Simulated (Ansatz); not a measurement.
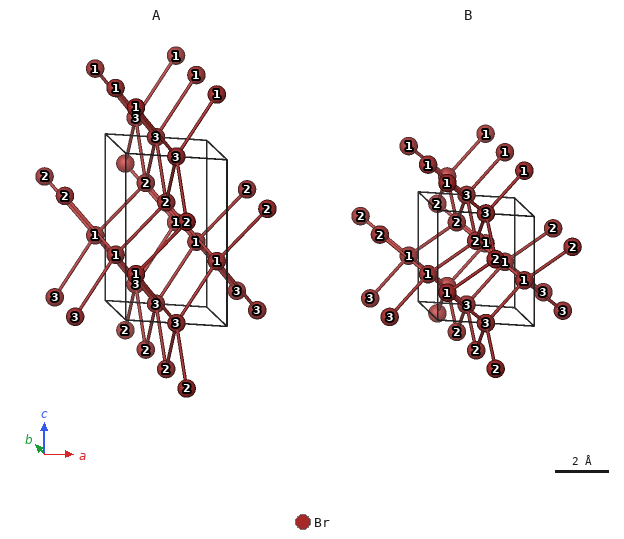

Two geometries of crystalline Br (a generated structure, set up in P6_422) (coarse preliminary run), drawn at one scale. One is the start of a relaxation, the other its converged end. The picture is a ball-and-stick view of the cell of the calculation, repeated 1 × 2 × 1 with one cell outlined, seen slightly off an axis.

All numbers below come from DFT PBE, scalar-relativistic, plane waves, PAW (Ansatz 0.2.0). Set-up: plane-wave cutoff 420 eV; k-point mesh 6 × 6 × 4; occupations gaussian; smearing width 0.1 eV; no spin polarisation; cell and atoms relaxed; force threshold 0.04 eV/Å; at most 70 steps.

> Which one is relaxed?

Structure A is the relaxed one. Over 11 accepted moves (13 points after the start) the energy falls by 1833 meV per atom. All forces vanish by symmetry, so only the cell relaxes. The pressure goes from 60.33 to −0.17 GPa. At 2 points the geometry stayed and the basis and grid were re-selected for the new cell (energy shift of 59.5 meV per atom at most each time). The atoms keep their places relative to the cell (all moves are under 0.005 Å). The volume changes by +68.1 %, with a = b 3.877 → 4.076 Å (+5.1 %), c 4.245 → 6.455 Å (+52.1 %). Some distances before and after: Br1–Br2 2.400 → 2.964 Å. Among the angles between lasting bonds that change: Br2–Br1–Br2 107.7° → 86.9°, Br2–Br1–Br3 91.2° → 106.9°, Br2–Br1–Br3 132.4° → 139.8°. The space group stays P6_422 (No. 181). The run took 29 s on 1 thread of Intel(R) Xeon(R) Processor @ 2.70GHz, with other jobs on the host, peak memory 0.38 GiB.

Limits of the set-up: the k-point mesh is coarse for a cell with partly filled bands; an odd number of electrons was run without spin polarisation, which fails if the electron would localise.
